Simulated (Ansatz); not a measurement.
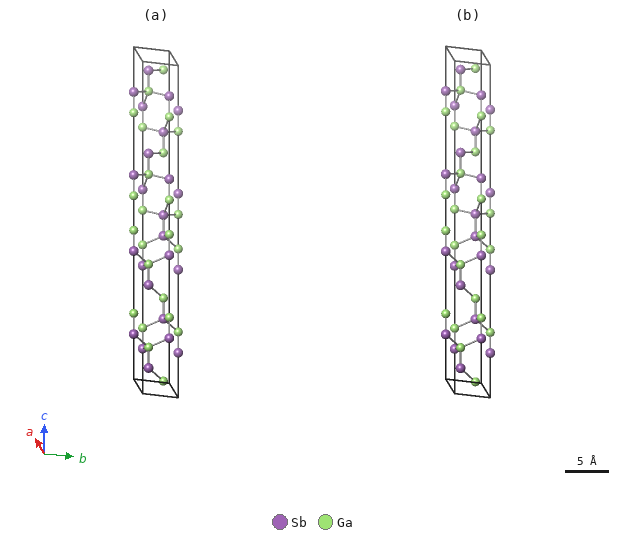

The structure of an interface cell of composition GaSb before (left) and after (right) a relaxation, at one scale.

A ball-and-stick model of the cell of the calculation, seen from a free direction.

Case: symmetric tilt boundary Sigma 3 (1 1 1), mirror between the next planes, shift [0, 0].

Computed with Ansatz 0.2.0, DFT PBE, scalar-relativistic, plane waves, PAW. Settings: plane-wave cutoff 420 eV; k-point mesh 12 × 12 × 1; occupations gaussian; smearing width 0.1 eV; no spin polarisation; cell relaxed at fixed a, b, alpha, beta, gamma; force threshold 0.02 eV/Å; at most 60 steps.

Q: What changed between the two?

A: The energy falls by 0.199 eV per cell of the calculation in 4 accepted moves (5 points after the start). The largest force component goes from 1.4 to 0.0079 eV/Å. Pressure: 0.41 GPa at the start and 0.18 GPa at the end. At 1 point the geometry stayed and the basis and grid were re-selected for the new cell (energy shift of 0.2 meV per cell of the calculation at most each time). The largest moves relative to the cell, 0.11 Å, are those of Sb atoms. By element the largest moves are Sb 0.11 Å, Ga 0.09 Å. Cell: a = b unchanged at 4.394 Å, c 43.051 → 43.128 Å (+0.2 %). Volume +0.2 %. Near-neighbour distances that change, for instance: Sb–Sb 2.683 → 2.904 Å, Ga–Ga 2.698 → 2.519 Å, Ga–Sb 2.691 → 2.709 Å, Ga–Sb 2.691 → 2.673 Å.
